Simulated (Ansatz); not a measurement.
## PbS: an electron-density study

Space group Fm-3m; the calculation finds a residual pressure of about 2 GPa at this fixed cell.

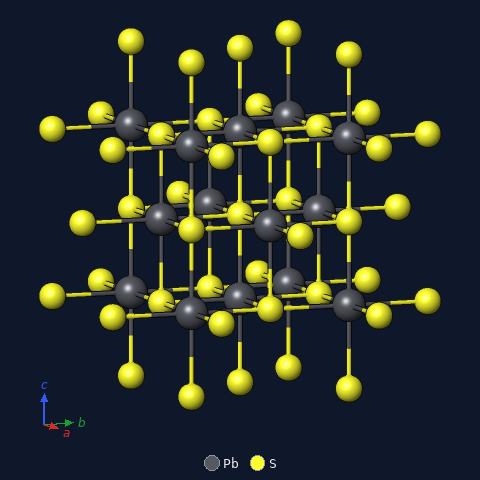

The conventional cell.

```
Pb S
1.0
     5.93150    0.00000    0.00000
     0.00000    5.93150    0.00000
     0.00000    0.00000    5.93150
Pb S
4 4
Direct
  0.00000 0.00000 0.00000
  0.50000 0.50000 0.00000
  0.50000 0.00000 0.50000
  0.00000 0.50000 0.50000
  0.50000 0.00000 0.00000
  0.00000 0.50000 0.00000
  0.00000 0.00000 0.50000
  0.50000 0.50000 0.50000
```

Theory: DFT PBE, scalar-relativistic, plane waves, PAW in Ansatz 0.2.0.

Core electrons are frozen (PAW), so the maps are meaningful between the atoms, not at the nuclei.

Part 1: Bonding charge

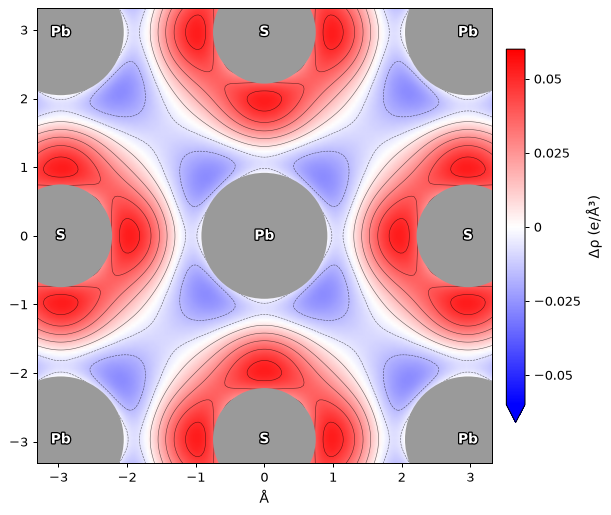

Density of the crystal less the sum of free-atom densities: a map on the (100) plane of the conventional cell, with grey discs over the atomic cores. Cores are masked to 0.9 Å (Pb) and 0.7 Å (S).

What does the deformation density say about the bonding?

Pb–S (2.97 Å): Δρ is +0.02 e/Å³ at the midpoint.
Over the whole cell, outside the masked cores, the largest gain, 0.05 e/Å³, lies 1.0 Å from a sulfur nucleus, and the largest loss, 0.03 e/Å³, lies 1.3 Å from a lead nucleus.
In all about 0.21 e an atom is rearranged against the free atoms.
Bader charges: Pb +1.00 and S −1.00 e.

Part 2: States by energy

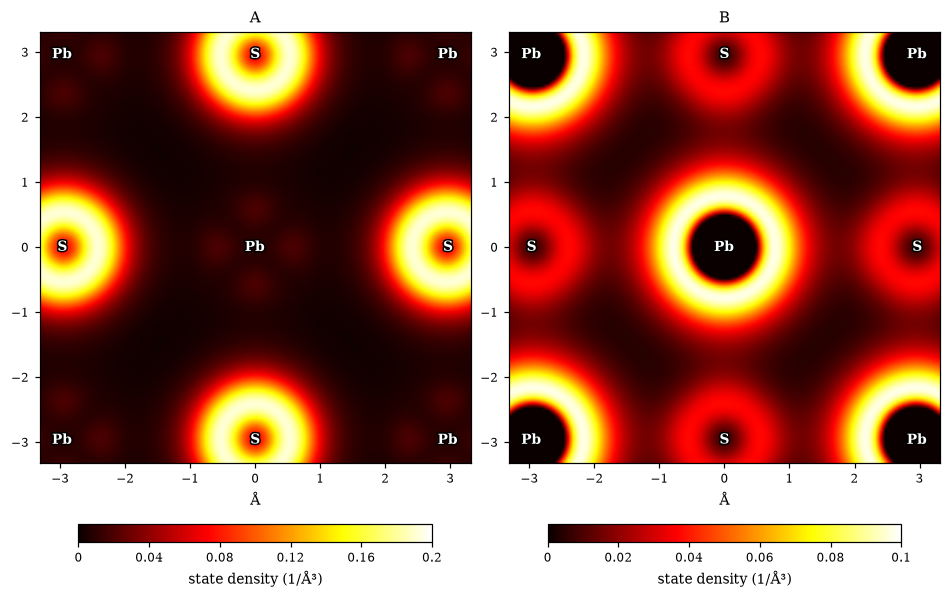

PbS: densities of the states in two energy windows, on the (100) plane of the conventional cell.

The windows, about the valence-band maximum, are −13.6 to −11.9 eV and −8.9 to −6.0 eV. Which panel shows which?

Panel A: −13.6 to −11.9 eV, a separate group of bands, mainly S 3s (75 %) and Pb 6p (15 %).
Panel B: −8.9 to −6.0 eV, a separate group of bands, mainly Pb 6s (75 %), S 3p (20 %) and S 3s (10 %).
The characters are Löwdin shares on a minimal set of atomic orbitals.

Part 3: Moving an atom

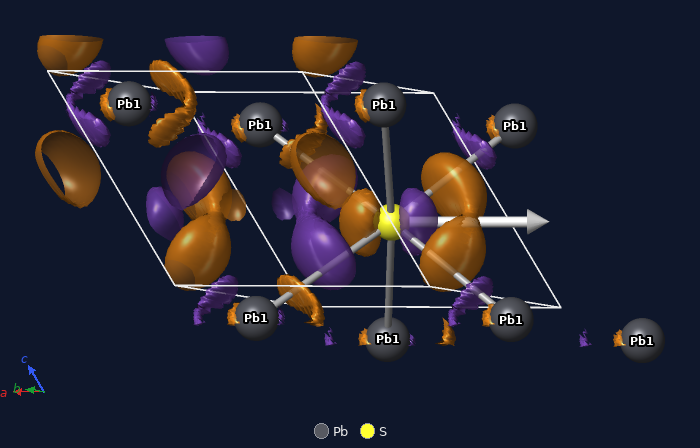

*S2 was moved by 0.10 Å along [−1 0 0] in the axes of the cell drawn (arrow, not to scale). Change of the density less the rigid motion of the neutral atom's own density: orange surfaces at +0.006 and purple ones at −0.006 e/Å³, in the cell of the calculation (origin moved) seen at an oblique angle.*

Describe the electronic response.

About 0.06 e is rearranged in the cell. Outside the cores the largest gain, 0.012 e/Å³, lies 1.2 Å from a sulfur nucleus and 1.7 Å from a lead one, and the largest loss, 0.011 e/Å³, lies 1.3 Å from a sulfur nucleus and 1.7 Å from a lead one.

How much does the computed force on the atom change?

The force on it changes by 0.06 eV/Å along the move, against it: a stiffness of about 0.64 eV/Å² for this sublattice shift.

Part 4: Putting it together

Charge passes from Pb (Pauling electronegativity 2.33) to S (2.58), the direction that the scale predicts; the Bader charges fall short of whole formal charges, as they usually do.
